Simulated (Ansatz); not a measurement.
Al (1 atom in the cell), run with Ansatz.

```
crystal:
  lattice:
    - [0.0, 2.0077780903, 2.0077780903]
    - [2.0077780903, 0.0, 2.0077780903]
    - [2.0077780903, 2.0077780903, 0.0]
  atoms:
    - { symbol: Al, position: [0.0, 0.0, 0.0] }
basis:
  ecutwfc: 420
  ecutrho_ratio: 2
kpoints:
  mp_grid: { grid: [18, 18, 18] }
hamiltonian:
  xc: pbesol
scf:
  occupations: { method: gaussian, width: 0.1 }
  max_iter: 75
output:
  forces: true
  eigenvalues: true
  stress: true
```

Command:
```bash
ansatz run input.yaml --threads 2 --pin off --max-ram 5120MiB --backend cpu --events-out ev --progress --plain --runs-dir out
```

What does the convergence history look like?

Answer. Converged, in 6 iterations. The residual falls at every step. The program put off closing at iteration 3, as it still lacked some of its checks. The input holds an odd setting (a density cutoff under four times that of the waves). The SCF closed; whether the result suffers can't be told from this run alone.

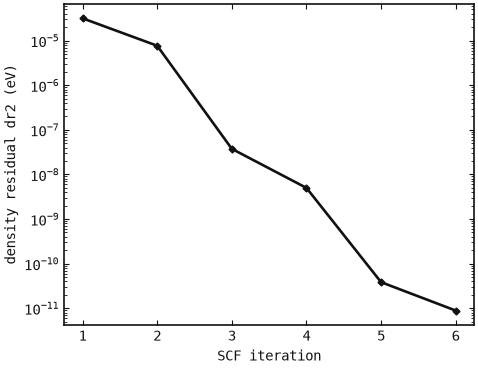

SCF iterations of a calculation: density residual dr2. The starting density is a sum of atomic densities corrected by a trained network, so the first residual is already small.
